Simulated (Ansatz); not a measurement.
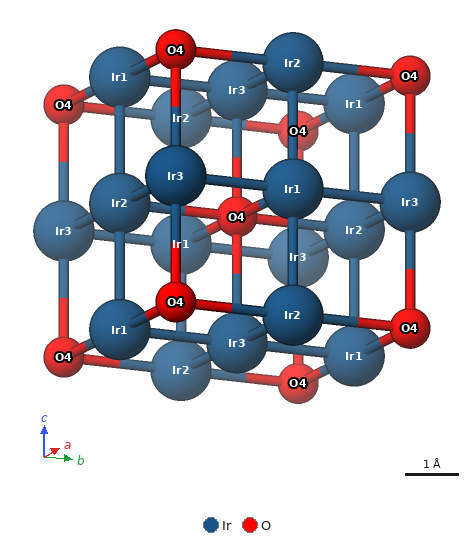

The starting structure (ball-and-stick view of the cell 2 times as large as that of the calculation, set on its symmetry axes, seen at an oblique angle; atoms are numbered from 1 in the order of the input).

**Run report: Ir3O, geometry relaxation (part 1 of 2)**

Ir3O (Im-3m, 4 atoms in the cell), computed with DFT PBE, scalar-relativistic, plane waves, PAW, no spin polarisation (Ansatz 0.2.0).

The structure was made by a generator, so it may or may not be a known phase. Figures and captions count atoms from 1; the log counts them from 0 in places.

## The input
```yaml
crystal:
  lattice:
    - [-2.4764542149, 2.4764542149, 2.4764542149]
    - [2.4764542149, -2.4764542149, 2.4764542149]
    - [2.4764542149, 2.4764542149, -2.4764542149]
  atoms:
    - { symbol: Ir, position: [0.0, 0.5, 0.5] }
    - { symbol: Ir, position: [0.5, 0.0, 0.5] }
    - { symbol: Ir, position: [0.5, 0.5, 0.0] }
    - { symbol: O, position: [0.0, 0.0, 0.0] }
basis:
  ecutwfc: 420
kpoints:
  mp_grid: { grid: [14, 14, 14] }
hamiltonian:
  xc: pbe
scf:
  occupations: { method: gaussian, width: 0.1 }
output:
  forces: true
  stress: true
  eigenvalues: true
  write_density: true
  write_potential: true
  elf: true
  volumetric_format: npy
relax:
  adjacent_minimum: "off"
  f_tol: 0.01
  max_steps: 80
  cell: { stress_tol: 0.05 }
```

Machine: 1 thread of Arm Neoverse V1, 24 GiB of memory available, shared host.

Run as:
```bash
ansatz run input.yaml --threads 1 --pin off --max-ram 2560MiB --backend cpu --events-out ev --progress --plain --runs-dir out
```

## The program's output
```
Engine: ansatz 0.2.0, aarch64-unknown-linux-gnu
Pseudopotentials: kind: paw
Pseudopotential: Ir, paw, valence charge 17, recommended cutoff 420 eV (normal), Ir.paw.azcp
Pseudopotential: O, paw, valence charge 6, recommended cutoff 420 eV (normal), O.paw.azcp
Functional definition: PBE
  parameter kappa = 0.804
  parameter beta = 0.06672455060314922
  exchange = pbe_x(kappa = kappa, mu = beta*pi^2/3)
  correlation = pbe_c(beta = beta)
Crystal: 4 atoms, lattice volume = 60.751 Å³
Basis set: ecut = 420 eV, 1205 PW (Γ), exchange–correlation on 60×60×60 points (8 copies of the dense FFT grid, shifted against one another)
Bands: 35, of which v1, the nominal top of the filled ones, is band 29 counted from 1 (28 counted from 0)
Symmetry: 48 space group operations
Space group: Im-3m (ITA 229), of the structure as read, at distance tolerance 3.9e-5 Å
k-points: 104 of 2744
Non-local potential: Ir, projectors of the file, l = 0: 3, l = 1: 2, l = 2: 2, l = 3: 1
Non-local potential: O, projectors of the file, l = 0: 2, l = 1: 2, l = 2: 1
PAW form: soft (Blöchl's): semilocal exchange-correlation on the pseudo side does not see the compensation charge
PAW one-centre angular grid: Ir, 590 points (default); XC on 64 Gauss nodes
PAW one-centre angular grid: O, 110 points (default); XC on 64 Gauss nodes
Initial density: superposition of atomic densities (neutral atoms: chi_scale 0, normalization atom), corrected by the library's trained network
Initial wavefunctions: pseudopotential atomic-orbital guess
Functional: x = pbe(κ = 0.804, μ = 0.2195149727645171), c = pbe(β = 0.06672455060314922)
SCF iter   1: F=—  HF=-36366.079386 eV  |F-HF|=—  |Δ(HF+E_count)|=         —  Δρ=1.00e-2  dr2=3.85e-2  ethr=1.77e-3  ⟨swp⟩=5.4  Hψ=12906  notcnv=0
preconditioner: auto → Kerker (q_TF=auto, 2.699 Å⁻¹)  [metal: Δε(μ)=0.012 eV  Ē_g=6.832 eV  σ=0.100 eV  W_gap=0.07  n_scr=18 (ndim 8)  ℏωp=27.4 eV  f_vac=0.000  D(μ)=4.56/eV (n_scr^D=54)]
SCF iter   2: F=—  HF=-36366.075625 eV  |F-HF|=—  |Δ(HF+E_count)|=   3.76e-3  Δρ=5.31e-3  dr2=1.37e-2  ethr=6.76e-5  ⟨swp⟩=1.5  Hψ=4999  notcnv=0
SCF iter   3: F=—  HF=-36366.073399 eV  |F-HF|=—  |Δ(HF+E_count)|=   2.23e-3  Δρ=9.31e-4  dr2=5.96e-4  ethr=2.40e-5  ⟨swp⟩=2.0  Hψ=4882  notcnv=0
SCF iter   4: F=—  HF=-36366.073412 eV  |F-HF|=—  |Δ(HF+E_count)|=   1.25e-5  Δρ=2.15e-4  dr2=3.06e-5  ethr=1.05e-6  ⟨swp⟩=2.4  Hψ=5427  notcnv=0
SCF iter   5: F=—  HF=-36366.073416 eV  |F-HF|=—  |Δ(HF+E_count)|=   4.39e-6  Δρ=5.44e-5  dr2=9.83e-7  ethr=5.37e-8  ⟨swp⟩=2.2  Hψ=5025  notcnv=0
SCF iter   6: F=-36366.073417 eV  HF=-36366.073417 eV  |F-HF|=3.39e-8  |Δ(HF+E_count)|=   8.02e-7  Δρ=1.04e-5  dr2=3.23e-8  ethr=1.75e-10  ⟨swp⟩=10.1  Hψ=22905  notcnv=0
SCF 1 converged in 6 iterations: F = -36366.073417 eV  dr2 = 3.23e-8
  greatest PAW one-centre occupation: 1.000 electrons in one spin orbital (limit 2), on the Ir atom at site 2 (counted from 0), in its partial waves of l = 0
relax step   1: F+E_penalty+E_count = -36366.07341701 eV  Δ(F+E_penalty+E_count) = +0.000e0 eV  max|allowed force component| = 2.660e-29 eV/Å  Δτ_max = 0.0000 Å  P = -0.593 GPa  Ω = 60.751 Å³  (6 SCF iters, dr2 threshold 1.00e-7 eV, accepted)
Crystal: 4 atoms, lattice volume = 60.425 Å³
Initial density: handed on by an earlier stage of this run
Initial wavefunctions: those handed on with the density
iter 1 solved again at ethr=9.42e-7 eV; its pass at ethr=3.10e-3 eV (dr2=5.37e-4 eV) is discarded
SCF iter   1: F=—  HF=-36366.074002 eV  |F-HF|=—  |Δ(HF+E_count)|=         —  Δρ=6.47e-4  dr2=4.99e-4  ethr=9.42e-7  ⟨swp⟩=2.4  Hψ=15285  notcnv=0
preconditioner: auto → Kerker (q_TF=auto, 2.702 Å⁻¹)  [metal: Δε(μ)=0.001 eV  Ē_g=6.864 eV  σ=0.100 eV  W_gap=0.01  n_scr=18 (ndim 8)  ℏωp=27.4 eV  f_vac=0.000  D(μ)=4.82/eV (n_scr^D=54)]
SCF iter   2: F=—  HF=-36366.073957 eV  |F-HF|=—  |Δ(HF+E_count)|=   4.53e-5  Δρ=3.55e-4  dr2=1.77e-4  ethr=8.76e-7  ⟨swp⟩=1.0  Hψ=3640  notcnv=0
SCF iter   3: F=—  HF=-36366.073922 eV  |F-HF|=—  |Δ(HF+E_count)|=   3.50e-5  Δρ=7.28e-5  dr2=4.20e-6  ethr=3.11e-7  ⟨swp⟩=1.0  Hψ=3641  notcnv=0
iter 4 did not close the SCF: its close was put off for the readings that it lacked (scf_convergence_deferred on its scf_iter line)
SCF iter   4: F=-36366.073921 eV  HF=-36366.073921 eV  |F-HF|=3.05e-8  |Δ(HF+E_count)|=   8.97e-7  Δρ=1.45e-5  dr2=7.88e-8  ethr=7.36e-9  ⟨swp⟩=2.3  Hψ=4971  notcnv=0
iter 5 did not close the SCF: its close was put off for the readings that it lacked (scf_convergence_deferred on its scf_iter line)
SCF iter   5: F=-36366.073921 eV  HF=-36366.073921 eV  |F-HF|=1.51e-9  |Δ(HF+E_count)|=   3.72e-8  Δρ=2.75e-6  dr2=2.63e-9  ethr=1.38e-10  ⟨swp⟩=2.0  Hψ=5161  notcnv=0
SCF iter   6: F=-36366.073921 eV  HF=-36366.073921 eV  |F-HF|=4.37e-11  |Δ(HF+E_count)|=   2.31e-9  Δρ=3.94e-7  dr2=6.00e-11  ethr=4.62e-12  ⟨swp⟩=4.8  Hψ=18034  notcnv=0
SCF 2 converged in 6 iterations: F = -36366.073921 eV  dr2 = 6.00e-11
relax step   2: F+E_penalty+E_count = -36366.07392111 eV  Δ(F+E_penalty+E_count) = -5.041e-4 eV  max|allowed force component| = 1.367e-28 eV/Å  Δτ_max = 0.0000 Å  P = +0.614 GPa  Ω = 60.425 Å³  energy of the carried Pulay correction = +5.190e-4 eV  (6 SCF iters, dr2 threshold 4.00e-7 eV, rejected (line search))
Crystal: 4 atoms, lattice volume = 60.590 Å³
iter 1 solved again at ethr=2.47e-7 eV; its pass at ethr=3.10e-3 eV (dr2=1.41e-4 eV) is discarded
SCF iter   1: F=—  HF=-36366.073995 eV  |F-HF|=—  |Δ(HF+E_count)|=         —  Δρ=3.29e-4  dr2=1.30e-4  ethr=2.47e-7  ⟨swp⟩=2.4  Hψ=15135  notcnv=0
preconditioner: auto → Kerker (q_TF=auto, 2.701 Å⁻¹)  [metal: Δε(μ)=0.003 eV  Ē_g=6.846 eV  σ=0.100 eV  W_gap=0.01  n_scr=18 (ndim 8)  ℏωp=27.4 eV  f_vac=0.000  D(μ)=4.80/eV (n_scr^D=54)]
SCF iter   2: F=—  HF=-36366.073982 eV  |F-HF|=—  |Δ(HF+E_count)|=   1.29e-5  Δρ=1.80e-4  dr2=4.61e-5  ethr=2.28e-7  ⟨swp⟩=1.0  Hψ=3640  notcnv=0
SCF iter   3: F=—  HF=-36366.073973 eV  |F-HF|=—  |Δ(HF+E_count)|=   9.11e-6  Δρ=3.72e-5  dr2=1.09e-6  ethr=8.09e-8  ⟨swp⟩=1.0  Hψ=3641  notcnv=0
SCF iter   4: F=—  HF=-36366.073972 eV  |F-HF|=—  |Δ(HF+E_count)|=   1.07e-6  Δρ=7.31e-6  dr2=2.04e-8  ethr=1.92e-9  ⟨swp⟩=2.3  Hψ=4971  notcnv=0
SCF iter   5: F=—  HF=-36366.073972 eV  |F-HF|=—  |Δ(HF+E_count)|=   9.62e-9  Δρ=1.39e-6  dr2=6.86e-10  ethr=3.57e-11  ⟨swp⟩=2.0  Hψ=5158  notcnv=0
SCF iter   6: F=-36366.073972 eV  HF=-36366.073972 eV  |F-HF|=7.28e-12  |Δ(HF+E_count)|=  5.60e-10  Δρ=2.01e-7  dr2=1.62e-11  ethr=1.00e-12  ⟨swp⟩=5.9  Hψ=15350  notcnv=0
SCF 3 converged in 6 iterations: F = -36366.073972 eV  dr2 = 1.62e-11
relax step   3: F+E_penalty+E_count = -36366.07397155 eV  Δ(F+E_penalty+E_count) = -5.545e-4 eV  max|allowed force component| = 1.925e-29 eV/Å  Δτ_max = 0.0000 Å  P = -0.003 GPa  Ω = 60.590 Å³  energy of the carried Pulay correction = +2.554e-4 eV  (6 SCF iters, accepted)
Initial wavefunctions: pseudopotential atomic-orbital guess (no wavefunctions were taken with the density)
iter 1 solved again at ethr=1.96e-7 eV; its pass at ethr=3.10e-3 eV (dr2=1.12e-4 eV) is discarded
SCF iter   1: F=—  HF=-36366.073770 eV  |F-HF|=—  |Δ(HF+E_count)|=         —  Δρ=1.20e-5  dr2=1.75e-8  ethr=1.96e-7  ⟨swp⟩=3.0  Hψ=21305  notcnv=0
eigensolver tolerance schedule: the retry pair's looser diagonalisation over-reported the residual by 6385.62 of it (diagonalisation noise at 0.68 of the residual, at the tolerance the schedule requests for it); recorded, not acted on — ethr = c·dr2/N_el stays at c = 1.0e-1
preconditioner: auto → Kerker (q_TF=auto, 2.701 Å⁻¹)  [metal: Δε(μ)=0.002 eV  Ē_g=6.846 eV  σ=0.100 eV  W_gap=0.01  n_scr=18 (ndim 8)  ℏωp=27.4 eV  f_vac=0.000  D(μ)=4.82/eV (n_scr^D=54)]
SCF iter   2: F=—  HF=-36366.073770 eV  |F-HF|=—  |Δ(HF+E_count)|=   4.55e-8  Δρ=5.74e-6  dr2=3.01e-9  ethr=3.07e-11  ⟨swp⟩=2.8  Hψ=7315  notcnv=0
SCF iter   3: F=—  HF=-36366.073770 eV  |F-HF|=—  |Δ(HF+E_count)|=   3.83e-9  Δρ=1.08e-6  dr2=1.46e-10  ethr=5.28e-12  ⟨swp⟩=2.1  Hψ=5424  notcnv=0
iter 4 did not close the SCF: its close was put off for the readings that it lacked (scf_convergence_deferred on its scf_iter line)
SCF iter   4: F=-36366.073770 eV  HF=-36366.073770 eV  |F-HF|=7.28e-12  |Δ(HF+E_count)|=  1.53e-10  Δρ=2.66e-7  dr2=1.26e-11  ethr=1.00e-12  ⟨swp⟩=1.0  Hψ=3640  notcnv=0
iter 5 did not close the SCF: its close was put off for the readings that it lacked (scf_convergence_deferred on its scf_iter line)
SCF iter   5: F=-36366.073770 eV  HF=-36366.073770 eV  |F-HF|=7.28e-12  |Δ(HF+E_count)|=  1.46e-11  Δρ=2.05e-8  dr2=1.27e-13  ethr=1.00e-12  ⟨swp⟩=1.0  Hψ=3640  notcnv=0
iter 6 did not close the SCF: its close was put off for the readings that it lacked (scf_convergence_deferred on its scf_iter line)
SCF iter   6: F=-36366.073770 eV  HF=-36366.073770 eV  |F-HF|=7.28e-12  |Δ(HF+E_count)|=    0.00e0  Δρ=4.95e-9  dr2=1.82e-14  ethr=1.00e-12  ⟨swp⟩=1.0  Hψ=3640  notcnv=0
iter 7 did not close the SCF: its close was put off for the readings that it lacked (scf_convergence_deferred on its scf_iter line)
SCF iter   7: F=-36366.073770 eV  HF=-36366.073770 eV  |F-HF|=2.18e-11  |Δ(HF+E_count)|=  7.28e-12  Δρ=7.51e-10  dr2=4.03e-16  ethr=1.00e-12  ⟨swp⟩=1.0  Hψ=3640  notcnv=0
SCF iter   8: F=-36366.073770 eV  HF=-36366.073770 eV  |F-HF|=7.28e-12  |Δ(HF+E_count)|=    0.00e0  Δρ=3.03e-10  dr2=3.09e-17  ethr=1.00e-12  ⟨swp⟩=1.2  Hψ=7756  notcnv=0
SCF 4 converged in 8 iterations: F = -36366.073770 eV  dr2 = 3.09e-17
relax step   4: F+E_penalty+E_count = -36366.07377001 eV  Δ(F+E_penalty+E_count) = +2.015e-4 eV  max|allowed force component| = 2.446e-29 eV/Å  Δτ_max = 0.0000 Å  P = -0.008 GPa  Ω = 60.590 Å³  stress off target by 8.01e-3 GPa  SCF on the basis re-selected at this cell (its energy is not comparable with the rows above)  (8 SCF iters)
```

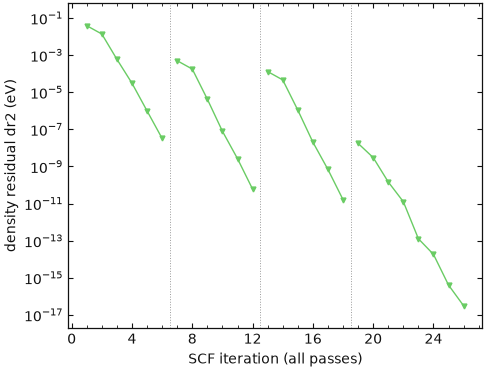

Convergence of the self-consistent field: density residual dr2 against the SCF iteration. The dotted lines part the SCF passes of the relaxation: geometry steps, rejected trials and re-solves on a re-selected basis. The passes take 6, 6, 6 and 8 iterations.
